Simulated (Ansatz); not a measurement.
```xyz
8
Lattice="6.3712 0.0000 0.0000 0.0000 6.3712 0.0000 0.0000 0.0000 6.3712" Properties=species:S:1:pos:R:3 pbc="T T T"
Sn    0.0000    0.0000    0.0000
Sn    3.1856    3.1856    0.0000
Sn    3.1856    0.0000    3.1856
Sn    0.0000    3.1856    3.1856
Te    3.1856    0.0000    0.0000
Te    0.0000    3.1856    0.0000
Te    0.0000    0.0000    3.1856
Te    3.1856    3.1856    3.1856
```

Space group Fm-3m.

The calculation used DFT r2SCAN, scalar-relativistic, plane waves, PAW (Ansatz).

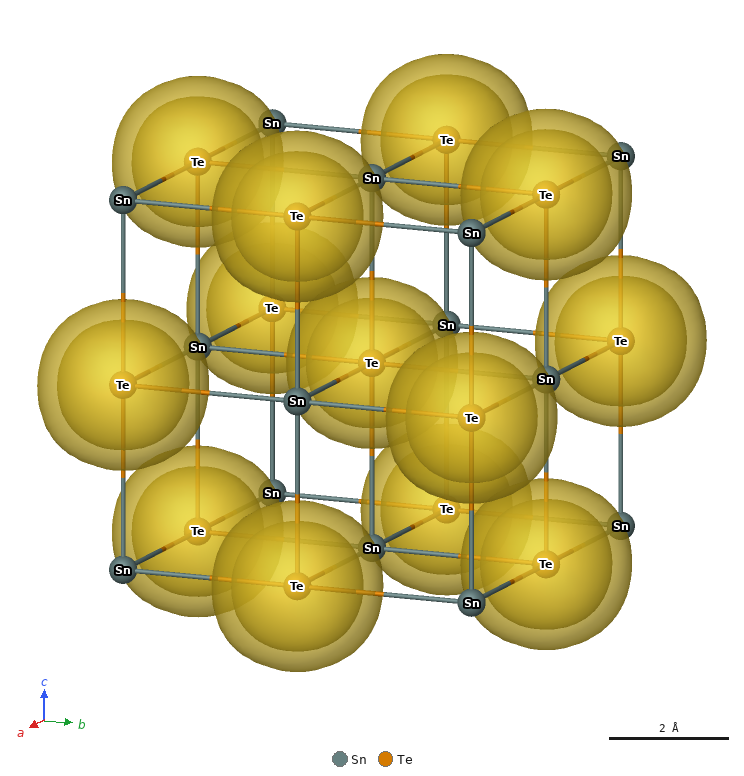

SnTe. Isosurface of the ELF at 0.6 (yellow), seen slightly off an axis. Only the valence region is drawn (cores and ρ < 0.01 e/Å³ removed). Sticks mark near contacts.

In a PAW calculation such maps are meaningful between the atoms, not at the nuclei.

**What do the ELF domains correspond to?**

The ELF exceeds this value in four regions wrapped around Te (the valence shell of each), counted in one cell of 8 atoms. Any copies at cell faces, edges or corners count once. Profiles from the grid: Sn–Te (3.19 Å): the ELF peaks at about 0.65 in the valence shell of Te, 1.3 Å from its nucleus, and drops to about 0.30 between the two atoms.
